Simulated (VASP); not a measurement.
**Run report: HfO₂, geometry relaxation (part 5 of 5)**

HfO₂ (P2₁/c, 12 atoms in the cell); Kohn-Sham DFT of a periodic cell, BLYP with D3, VASP PAW PBE potentials, recommended, no spin polarisation (VASP 6.6.1); cutoff 600 eV, 5×5×5 k-mesh, fermi-dirac of 0.05 eV. The structure derives from an entry of the Crystallography Open Database.

Geometry of the input (Å; fractional positions):
```
5.1180  0.0000  0.0000
0.0000  5.1857  0.0000
-0.8587  0.0000  5.2139
Hf 0.2755  0.4603  0.7080
Hf 0.7245  0.9603  0.7920
Hf 0.7245  0.5397  0.2920
Hf 0.2755  0.0397  0.2080
O  0.0742  0.1684  0.8467
O  0.9258  0.6684  0.6533
O  0.9258  0.8316  0.1533
O  0.0742  0.3316  0.3467
O  0.4487  0.7419  0.9801
O  0.5513  0.2419  0.5199
O  0.5513  0.2581  0.0199
O  0.4487  0.7581  0.4801
```

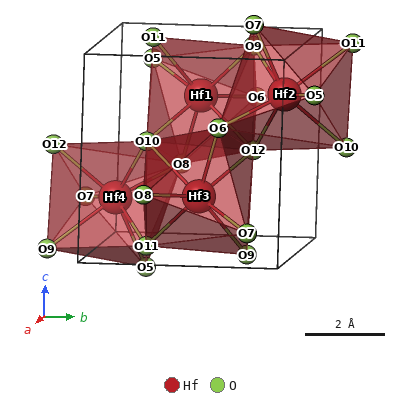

Figure 1. The geometry at step 15 of the log (polyhedral view of the cell of the calculation, seen slightly off an axis; polyhedra are completed across the faces of the cell; atoms are numbered from 1 in the order of the input).

Trajectory as extended XYZ, continued:
```
12
Lattice="5.1420 0.0000 -0.0181 0.0000 5.1917 0.0000 -0.8812 0.0000 5.2570" Properties=species:S:1:pos:R:3:forces:R:3 step=5 energy=-121.00221
Hf    0.7985    2.3729    3.7112   -0.0211  -0.0486  -0.0116
Hf    3.0217    4.9687    4.1563    0.0211  -0.0486   0.0116
Hf    3.4623    2.8188    1.5278    0.0211   0.0486   0.0116
Hf    1.2391    0.2230    1.0827   -0.0211   0.0486  -0.0116
O    -0.3918    0.8708    4.4373    0.0131   0.0389   0.0083
O     4.2121    3.4666    3.4302   -0.0131   0.0389  -0.0083
O     4.6527    4.3209    0.8017   -0.0131  -0.0389  -0.0083
O     0.0487    1.7250    1.8087    0.0131  -0.0389   0.0083
O     1.4341    3.8539    5.1363    0.0180  -0.0105  -0.0028
O     2.3862    1.2580    2.7312   -0.0180  -0.0105   0.0028
O     2.8267    1.3378    0.1026   -0.0180   0.0105   0.0028
O     1.8747    3.9337    2.5078    0.0180   0.0105  -0.0028
12
Lattice="5.1424 0.0000 -0.0211 0.0000 5.1914 0.0000 -0.8843 0.0000 5.2555" Properties=species:S:1:pos:R:3:forces:R:3 step=6 energy=-121.00256
Hf    0.7981    2.3703    3.7089   -0.0744  -0.0290  -0.0160
Hf    3.0178    4.9661    4.1533    0.0744  -0.0290   0.0160
Hf    3.4600    2.8211    1.5255    0.0744   0.0290   0.0160
Hf    1.2403    0.2254    1.0811   -0.0744   0.0290  -0.0160
O    -0.3953    0.8717    4.4349    0.0105   0.0260   0.0189
O     4.2113    3.4675    3.4272   -0.0105   0.0260  -0.0189
O     4.6534    4.3197    0.7995   -0.0105  -0.0260  -0.0189
O     0.0468    1.7240    1.8072    0.0105  -0.0260   0.0189
O     1.4311    3.8538    5.1327    0.0163  -0.0125   0.0047
O     2.3848    1.2580    2.7294   -0.0163  -0.0125  -0.0047
O     2.8269    1.3377    0.1017   -0.0163   0.0125  -0.0047
O     1.8733    3.9334    2.5050    0.0163   0.0125   0.0047
12
Lattice="5.1451 0.0000 -0.0282 0.0000 5.1992 0.0000 -0.8920 0.0000 5.2554" Properties=species:S:1:pos:R:3:forces:R:3 step=7 energy=-121.00340
Hf    0.7915    2.3702    3.7057    0.0295   0.0199   0.0150
Hf    3.0156    4.9698    4.1492   -0.0295   0.0199  -0.0150
Hf    3.4616    2.8290    1.5215   -0.0295  -0.0199  -0.0150
Hf    1.2375    0.2294    1.0780    0.0295  -0.0199   0.0150
O    -0.4020    0.8752    4.4344   -0.0348  -0.0074   0.0232
O     4.2091    3.4748    3.4205    0.0348  -0.0074  -0.0232
O     4.6551    4.3240    0.7928    0.0348   0.0074  -0.0232
O     0.0440    1.7244    1.8067   -0.0348   0.0074   0.0232
O     1.4255    3.8589    5.1290    0.0124  -0.0059  -0.0019
O     2.3815    1.2594    2.7259   -0.0124  -0.0059   0.0019
O     2.8275    1.3402    0.0982   -0.0124   0.0059   0.0019
O     1.8715    3.9398    2.5013    0.0124   0.0059  -0.0019
12
Lattice="5.1444 0.0000 -0.0264 0.0000 5.1972 0.0000 -0.8901 0.0000 5.2554" Properties=species:S:1:pos:R:3:forces:R:3 step=8 energy=-121.00352
Hf    0.7932    2.3702    3.7065    0.0030   0.0075   0.0070
Hf    3.0161    4.9688    4.1503   -0.0030   0.0075  -0.0070
Hf    3.4612    2.8270    1.5226   -0.0030  -0.0075  -0.0070
Hf    1.2382    0.2284    1.0788    0.0030  -0.0075   0.0070
O    -0.4003    0.8743    4.4345   -0.0232   0.0011   0.0222
O     4.2096    3.4729    3.4222    0.0232   0.0011  -0.0222
O     4.6546    4.3229    0.7945    0.0232  -0.0011  -0.0222
O     0.0447    1.7243    1.8068   -0.0232  -0.0011   0.0222
O     1.4270    3.8576    5.1300    0.0133  -0.0076  -0.0002
O     2.3824    1.2590    2.7268   -0.0133  -0.0076   0.0002
O     2.8274    1.3396    0.0991   -0.0133   0.0076   0.0002
O     1.8720    3.9382    2.5023    0.0133   0.0076  -0.0002
12
Lattice="5.1456 0.0000 -0.0275 0.0000 5.1974 0.0000 -0.8914 0.0000 5.2544" Properties=species:S:1:pos:R:3:forces:R:3 step=9 energy=-121.00372
Hf    0.7925    2.3702    3.7057    0.0005   0.0015   0.0054
Hf    3.0160    4.9690    4.1485   -0.0005   0.0015  -0.0054
Hf    3.4617    2.8272    1.5212   -0.0005  -0.0015  -0.0054
Hf    1.2382    0.2285    1.0785    0.0005  -0.0015   0.0054
O    -0.4025    0.8747    4.4347   -0.0126   0.0126   0.0124
O     4.2109    3.4734    3.4195    0.0126   0.0126  -0.0124
O     4.6566    4.3228    0.7923    0.0126  -0.0126  -0.0124
O     0.0432    1.7241    1.8074   -0.0126  -0.0126   0.0124
O     1.4268    3.8574    5.1284    0.0114   0.0050   0.0018
O     2.3816    1.2587    2.7257   -0.0114   0.0050  -0.0018
O     2.8273    1.3400    0.0985   -0.0114  -0.0050  -0.0018
O     1.8725    3.9388    2.5012    0.0114  -0.0050   0.0018
12
Lattice="5.1466 0.0000 -0.0285 0.0000 5.1976 0.0000 -0.8926 0.0000 5.2536" Properties=species:S:1:pos:R:3:forces:R:3 step=10 energy=-121.00378
Hf    0.7918    2.3703    3.7050   -0.0017  -0.0038   0.0039
Hf    3.0158    4.9691    4.1469    0.0017  -0.0038  -0.0039
Hf    3.4621    2.8274    1.5201    0.0017   0.0038  -0.0039
Hf    1.2381    0.2285    1.0782   -0.0017   0.0038   0.0039
O    -0.4044    0.8749    4.4347   -0.0035   0.0226   0.0040
O     4.2120    3.4738    3.4171    0.0035   0.0226  -0.0040
O     4.6583    4.3227    0.7903    0.0035  -0.0226  -0.0040
O     0.0420    1.7239    1.8080   -0.0035  -0.0226   0.0040
O     1.4267    3.8572    5.1271    0.0097   0.0158   0.0034
O     2.3809    1.2584    2.7248   -0.0097   0.0158  -0.0034
O     2.8273    1.3404    0.0980   -0.0097  -0.0158  -0.0034
O     1.8730    3.9393    2.5003    0.0097  -0.0158   0.0034
12
Lattice="5.1471 0.0000 -0.0284 0.0000 5.1968 0.0000 -0.8926 0.0000 5.2542" Properties=species:S:1:pos:R:3:forces:R:3 step=11 energy=-121.00397
Hf    0.7919    2.3697    3.7057   -0.0021  -0.0001   0.0010
Hf    3.0163    4.9681    4.1472    0.0021  -0.0001  -0.0010
Hf    3.4626    2.8271    1.5201    0.0021   0.0001  -0.0010
Hf    1.2382    0.2287    1.0786   -0.0021   0.0001   0.0010
O    -0.4051    0.8758    4.4361   -0.0035   0.0217   0.0051
O     4.2134    3.4743    3.4169    0.0035   0.0217  -0.0051
O     4.6597    4.3210    0.7897    0.0035  -0.0217  -0.0051
O     0.0412    1.7226    1.8090   -0.0035  -0.0217   0.0051
O     1.4278    3.8569    5.1279    0.0038   0.0114   0.0000
O     2.3805    1.2585    2.7251   -0.0038   0.0114   0.0000
O     2.8267    1.3399    0.0980   -0.0038  -0.0114   0.0000
O     1.8741    3.9383    2.5008    0.0038  -0.0114   0.0000
12
Lattice="5.1480 0.0000 -0.0281 0.0000 5.1954 0.0000 -0.8925 0.0000 5.2554" Properties=species:S:1:pos:R:3:forces:R:3 step=12 energy=-121.00419
Hf    0.7920    2.3688    3.7071   -0.0030   0.0064  -0.0040
Hf    3.0173    4.9665    4.1478    0.0030   0.0064   0.0040
Hf    3.4635    2.8267    1.5202    0.0030  -0.0064   0.0040
Hf    1.2383    0.2290    1.0794   -0.0030  -0.0064  -0.0040
O    -0.4065    0.8774    4.4385   -0.0037   0.0204   0.0071
O     4.2157    3.4751    3.4164    0.0037   0.0204  -0.0071
O     4.6620    4.3180    0.7887    0.0037  -0.0204  -0.0071
O     0.0398    1.7203    1.8108   -0.0037  -0.0204   0.0071
O     1.4297    3.8564    5.1292   -0.0065   0.0035  -0.0059
O     2.3796    1.2587    2.7257    0.0065   0.0035   0.0059
O     2.8258    1.3390    0.0980    0.0065  -0.0035   0.0059
O     1.8759    3.9367    2.5016   -0.0065  -0.0035  -0.0059
12
Lattice="5.1498 0.0000 -0.0277 0.0000 5.1927 0.0000 -0.8923 0.0000 5.2576" Properties=species:S:1:pos:R:3:forces:R:3 step=13 energy=-121.00427
Hf    0.7922    2.3668    3.7097   -0.0049   0.0195  -0.0141
Hf    3.0191    4.9631    4.1490    0.0049   0.0195   0.0141
Hf    3.4653    2.8258    1.5202    0.0049  -0.0195   0.0141
Hf    1.2384    0.2295    1.0809   -0.0049  -0.0195  -0.0141
O    -0.4092    0.8806    4.4433   -0.0038   0.0171   0.0109
O     4.2205    3.4769    3.4154    0.0038   0.0171  -0.0109
O     4.6667    4.3121    0.7866    0.0038  -0.0171  -0.0109
O     0.0370    1.7158    1.8145   -0.0038  -0.0171   0.0109
O     1.4335    3.8555    5.1319   -0.0275  -0.0125  -0.0177
O     2.3778    1.2592    2.7268    0.0275  -0.0125   0.0177
O     2.8240    1.3371    0.0980    0.0275   0.0125   0.0177
O     1.8797    3.9335    2.5031   -0.0275   0.0125  -0.0177
12
Lattice="5.1492 0.0000 -0.0278 0.0000 5.1936 0.0000 -0.8924 0.0000 5.2568" Properties=species:S:1:pos:R:3:forces:R:3 step=14 energy=-121.00429
Hf    0.7921    2.3675    3.7088   -0.0042   0.0148  -0.0106
Hf    3.0185    4.9643    4.1486    0.0042   0.0148   0.0106
Hf    3.4647    2.8261    1.5202    0.0042  -0.0148   0.0106
Hf    1.2383    0.2293    1.0804   -0.0042  -0.0148  -0.0106
O    -0.4082    0.8795    4.4416   -0.0036   0.0182   0.0094
O     4.2188    3.4763    3.4158    0.0036   0.0182  -0.0094
O     4.6650    4.3142    0.7874    0.0036  -0.0182  -0.0094
O     0.0380    1.7174    1.8132   -0.0036  -0.0182   0.0094
O     1.4322    3.8558    5.1310   -0.0202  -0.0069  -0.0135
O     2.3784    1.2590    2.7264    0.0202  -0.0069   0.0135
O     2.8246    1.3378    0.0980    0.0202   0.0069   0.0135
O     1.8784    3.9346    2.5026   -0.0202   0.0069  -0.0135
12
Lattice="5.1495 0.0000 -0.0280 0.0000 5.1939 0.0000 -0.8926 0.0000 5.2573" Properties=species:S:1:pos:R:3:forces:R:3 step=15 energy=-121.00446
Hf    0.7919    2.3678    3.7091    0.0007   0.0127  -0.0089
Hf    3.0187    4.9647    4.1489   -0.0007   0.0127   0.0089
Hf    3.4650    2.8261    1.5202   -0.0007  -0.0127   0.0089
Hf    1.2382    0.2291    1.0804    0.0007  -0.0127  -0.0089
O    -0.4093    0.8810    4.4430   -0.0026   0.0164   0.0099
O     4.2199    3.4779    3.4149    0.0026   0.0164  -0.0099
O     4.6662    4.3129    0.7862    0.0026  -0.0164  -0.0099
O     0.0370    1.7160    1.8144   -0.0026  -0.0164   0.0099
O     1.4324    3.8562    5.1311   -0.0198  -0.0063  -0.0133
O     2.3782    1.2592    2.7268    0.0198  -0.0063   0.0133
O     2.8245    1.3377    0.0982    0.0198   0.0063   0.0133
O     1.8787    3.9347    2.5025   -0.0198   0.0063  -0.0133
12
Lattice="5.1503 0.0000 -0.0285 0.0000 5.1946 0.0000 -0.8933 0.0000 5.2587" Properties=species:S:1:pos:R:3:forces:R:3 step=16 energy=-121.00479
Hf    0.7910    2.3687    3.7099    0.0152   0.0061  -0.0039
Hf    3.0195    4.9660    4.1497   -0.0152   0.0061   0.0039
Hf    3.4661    2.8259    1.5203   -0.0152  -0.0061   0.0039
Hf    1.2376    0.2286    1.0805    0.0152  -0.0061  -0.0039
O    -0.4125    0.8855    4.4473    0.0006   0.0107   0.0111
O     4.2230    3.4828    3.4122   -0.0006   0.0107  -0.0111
O     4.6696    4.3091    0.7829   -0.0006  -0.0107  -0.0111
O     0.0341    1.7118    1.8180    0.0006  -0.0107   0.0111
O     1.4329    3.8571    5.1315   -0.0185  -0.0045  -0.0126
O     2.3775    1.2598    2.7281    0.0185  -0.0045   0.0126
O     2.8242    1.3375    0.0987    0.0185   0.0045   0.0126
O     1.8795    3.9348    2.5021   -0.0185   0.0045  -0.0126
12
Lattice="5.1521 0.0000 -0.0295 0.0000 5.1961 0.0000 -0.8946 0.0000 5.2616" Properties=species:S:1:pos:R:3:forces:R:3 step=17 energy=-121.00485
Hf    0.7892    2.3706    3.7115    0.0432  -0.0071   0.0060
Hf    3.0210    4.9686    4.1512   -0.0432  -0.0071  -0.0060
Hf    3.4683    2.8255    1.5205   -0.0432   0.0071  -0.0060
Hf    1.2365    0.2275    1.0808    0.0432   0.0071   0.0060
O    -0.4190    0.8946    4.4559    0.0071  -0.0009   0.0138
O     4.2292    3.4926    3.4069   -0.0071  -0.0009  -0.0138
O     4.6765    4.3015    0.7761   -0.0071   0.0009  -0.0138
O     0.0283    1.7035    1.8251    0.0071   0.0009   0.0138
O     1.4340    3.8590    5.1322   -0.0157  -0.0008  -0.0111
O     2.3762    1.2610    2.7306    0.0157  -0.0008   0.0111
O     2.8235    1.3371    0.0998    0.0157   0.0008   0.0111
O     1.8813    3.9351    2.5014   -0.0157   0.0008  -0.0111
12
Lattice="5.1513 0.0000 -0.0291 0.0000 5.1954 0.0000 -0.8940 0.0000 5.2603" Properties=species:S:1:pos:R:3:forces:R:3 step=18 energy=-121.00493
Hf    0.7900    2.3697    3.7108    0.0307  -0.0012   0.0015
Hf    3.0203    4.9674    4.1505   -0.0307  -0.0012  -0.0015
Hf    3.4673    2.8257    1.5204   -0.0307   0.0012  -0.0015
Hf    1.2370    0.2280    1.0807    0.0307   0.0012   0.0015
O    -0.4161    0.8905    4.4520    0.0042   0.0044   0.0125
O     4.2264    3.4882    3.4093   -0.0042   0.0044  -0.0125
O     4.6734    4.3049    0.7792   -0.0042  -0.0044  -0.0125
O     0.0309    1.7072    1.8219    0.0042  -0.0044   0.0125
O     1.4335    3.8581    5.1319   -0.0170  -0.0025  -0.0118
O     2.3768    1.2604    2.7294    0.0170  -0.0025   0.0118
O     2.8238    1.3373    0.0993    0.0170   0.0025   0.0118
O     1.8805    3.9350    2.5018   -0.0170   0.0025  -0.0118
12
Lattice="5.1511 0.0000 -0.0292 0.0000 5.1942 0.0000 -0.8941 0.0000 5.2602" Properties=species:S:1:pos:R:3:forces:R:3 step=19 energy=-121.00507
Hf    0.7900    2.3694    3.7107    0.0227  -0.0037   0.0011
Hf    3.0199    4.9665    4.1504   -0.0227  -0.0037  -0.0011
Hf    3.4670    2.8249    1.5203   -0.0227   0.0037  -0.0011
Hf    1.2370    0.2277    1.0806    0.0227   0.0037   0.0011
O    -0.4170    0.8917    4.4531    0.0054   0.0036   0.0116
O     4.2269    3.4889    3.4080   -0.0054   0.0036  -0.0116
O     4.6740    4.3025    0.7779   -0.0054  -0.0036  -0.0116
O     0.0300    1.7054    1.8230    0.0054  -0.0036   0.0116
O     1.4333    3.8574    5.1313   -0.0169  -0.0004  -0.0094
O     2.3766    1.2603    2.7297    0.0169  -0.0004   0.0094
O     2.8236    1.3369    0.0996    0.0169   0.0004   0.0094
O     1.8804    3.9340    2.5013   -0.0169   0.0004  -0.0094
12
Lattice="5.1503 0.0000 -0.0297 0.0000 5.1908 0.0000 -0.8944 0.0000 5.2599" Properties=species:S:1:pos:R:3:forces:R:3 step=20 energy=-121.00524
Hf    0.7900    2.3683    3.7104   -0.0014  -0.0113  -0.0001
Hf    3.0187    4.9637    4.1498    0.0014  -0.0113   0.0001
Hf    3.4659    2.8225    1.5198    0.0014   0.0113   0.0001
Hf    1.2372    0.2271    1.0804   -0.0014   0.0113  -0.0001
O    -0.4198    0.8955    4.4562    0.0094   0.0005   0.0082
O     4.2285    3.4909    3.4040   -0.0094   0.0005  -0.0082
O     4.6757    4.2953    0.7740   -0.0094  -0.0005  -0.0082
O     0.0274    1.6999    1.8263    0.0094  -0.0005   0.0082
O     1.4329    3.8551    5.1297   -0.0164   0.0058  -0.0021
O     2.3758    1.2597    2.7305    0.0164   0.0058   0.0021
O     2.8230    1.3357    0.1005    0.0164  -0.0058   0.0021
O     1.8801    3.9311    2.4998   -0.0164  -0.0058  -0.0021
12
Lattice="5.1509 0.0000 -0.0298 0.0000 5.1900 0.0000 -0.8946 0.0000 5.2614" Properties=species:S:1:pos:R:3:forces:R:3 step=21 energy=-121.00533
Hf    0.7901    2.3679    3.7114   -0.0077  -0.0104  -0.0015
Hf    3.0188    4.9629    4.1509    0.0077  -0.0104   0.0015
Hf    3.4662    2.8221    1.5202    0.0077   0.0104   0.0015
Hf    1.2375    0.2271    1.0807   -0.0077   0.0104  -0.0015
O    -0.4205    0.8966    4.4585    0.0082  -0.0014   0.0086
O     4.2294    3.4915    3.4038   -0.0082  -0.0014  -0.0086
O     4.6767    4.2934    0.7731   -0.0082   0.0014  -0.0086
O     0.0269    1.6984    1.8278    0.0082   0.0014   0.0086
O     1.4327    3.8547    5.1308   -0.0129   0.0051  -0.0015
O     2.3763    1.2597    2.7316    0.0129   0.0051   0.0015
O     2.8236    1.3353    0.1009    0.0129  -0.0051   0.0015
O     1.8800    3.9303    2.5001   -0.0129  -0.0051  -0.0015
12
Lattice="5.1517 0.0000 -0.0299 0.0000 5.1889 0.0000 -0.8949 0.0000 5.2633" Properties=species:S:1:pos:R:3:forces:R:3 step=22 energy=-121.00539
Hf    0.7903    2.3673    3.7128   -0.0161  -0.0092  -0.0033
Hf    3.0191    4.9618    4.1523    0.0161  -0.0092   0.0033
Hf    3.4665    2.8216    1.5207    0.0161   0.0092   0.0033
Hf    1.2377    0.2271    1.0811   -0.0161   0.0092  -0.0033
O    -0.4213    0.8979    4.4616    0.0067  -0.0038   0.0092
O     4.2306    3.4924    3.4035   -0.0067  -0.0038  -0.0092
O     4.6781    4.2910    0.7718   -0.0067   0.0038  -0.0092
O     0.0262    1.6965    1.8299    0.0067   0.0038   0.0092
O     1.4324    3.8542    5.1321   -0.0082   0.0040  -0.0007
O     2.3770    1.2597    2.7330    0.0082   0.0040   0.0007
O     2.8244    1.3347    0.1013    0.0082  -0.0040   0.0007
O     1.8798    3.9292    2.5005   -0.0082  -0.0040  -0.0007
12
Lattice="5.1532 0.0000 -0.0302 0.0000 5.1867 0.0000 -0.8954 0.0000 5.2672" Properties=species:S:1:pos:R:3:forces:R:3 step=23 energy=-121.00534
Hf    0.7906    2.3661    3.7154   -0.0330  -0.0067  -0.0070
Hf    3.0195    4.9595    4.1552    0.0330  -0.0067   0.0070
Hf    3.4672    2.8206    1.5216    0.0330   0.0067   0.0070
Hf    1.2383    0.2272    1.0818   -0.0330   0.0067  -0.0070
O    -0.4229    0.9007    4.4677    0.0039  -0.0087   0.0103
O     4.2330    3.4940    3.4030   -0.0039  -0.0087  -0.0103
O     4.6807    4.2861    0.7694   -0.0039   0.0087  -0.0103
O     0.0248    1.6927    1.8341    0.0039   0.0087   0.0103
O     1.4319    3.8531    5.1349    0.0012   0.0020   0.0008
O     2.3782    1.2597    2.7358   -0.0012   0.0020  -0.0008
O     2.8259    1.3337    0.1022   -0.0012  -0.0020  -0.0008
O     1.8796    3.9270    2.5013    0.0012  -0.0020   0.0008
12
Lattice="5.1521 0.0000 -0.0300 0.0000 5.1883 0.0000 -0.8950 0.0000 5.2644" Properties=species:S:1:pos:R:3:forces:R:3 step=24 energy=-121.00540
Hf    0.7904    2.3670    3.7135   -0.0209  -0.0085  -0.0044
Hf    3.0192    4.9611    4.1532    0.0209  -0.0085   0.0044
Hf    3.4667    2.8213    1.5209    0.0209   0.0085   0.0044
Hf    1.2379    0.2272    1.0813   -0.0209   0.0085  -0.0044
O    -0.4217    0.8987    4.4633    0.0060  -0.0055   0.0093
O     4.2313    3.4928    3.4034   -0.0060  -0.0055  -0.0093
O     4.6788    4.2896    0.7711   -0.0060   0.0055  -0.0093
O     0.0258    1.6954    1.8311    0.0060   0.0055   0.0093
O     1.4323    3.8538    5.1329   -0.0054   0.0034  -0.0002
O     2.3773    1.2597    2.7338    0.0054   0.0034   0.0002
O     2.8248    1.3344    0.1015    0.0054  -0.0034   0.0002
O     1.8798    3.9286    2.5007   -0.0054  -0.0034  -0.0002
12
Lattice="5.1515 0.0000 -0.0303 0.0000 5.1875 0.0000 -0.8953 0.0000 5.2655" Properties=species:S:1:pos:R:3:forces:R:3 step=25 energy=-121.00546
Hf    0.7896    2.3663    3.7140    0.0029  -0.0019   0.0026
Hf    3.0191    4.9601    4.1539   -0.0029  -0.0019  -0.0026
Hf    3.4667    2.8212    1.5211   -0.0029   0.0019  -0.0026
Hf    1.2372    0.2274    1.0813    0.0029   0.0019   0.0026
O    -0.4221    0.8993    4.4652    0.0003  -0.0059   0.0061
O     4.2308    3.4930    3.4027   -0.0003  -0.0059  -0.0061
O     4.6784    4.2882    0.7700   -0.0003   0.0059  -0.0061
O     0.0255    1.6945    1.8324    0.0003   0.0059   0.0061
O     1.4314    3.8535    5.1335   -0.0037   0.0002  -0.0014
O     2.3772    1.2597    2.7344    0.0037   0.0002   0.0014
O     2.8248    1.3340    0.1017    0.0037  -0.0002   0.0014
O     1.8791    3.9278    2.5008   -0.0037  -0.0002  -0.0014
```

Results in brief:

```json
{"quantity": "outcome", "value": "converged"}
{"quantity": "space group (tolerance 0.01 Å)", "value": "P2₁/c (14)"}
{"quantity": "electrons treated", "value": "88"}
{"quantity": "free energy", "value": "−121.0055 eV"}
{"quantity": "dispersion energy", "value": "−4.1171 eV"}
{"quantity": "Fermi energy", "value": "4.427 eV"}
{"quantity": "gap on the k-point mesh", "value": "4.09 eV"}
{"quantity": "pressure", "value": "0.00 GPa"}
{"quantity": "final volume", "value": "140.57 Å³"}
{"quantity": "largest force (length of the vector) at the end", "value": "0.008 eV/Å"}
{"quantity": "final cell", "value": "a = 5.152 Å, b = 5.187 Å, c = 5.341 Å, α = 90.00°, β = 99.99°, γ = 90.00°"}
{"quantity": "hardware", "value": "1 thread of Intel Xeon (Granite Rapids), 64 GiB of memory available, shared host"}
{"quantity": "wall time", "value": "48 min"}
{"quantity": "peak memory", "value": "0.48 GiB"}
```

Spin–orbit coupling is left out, which matters for Hf.
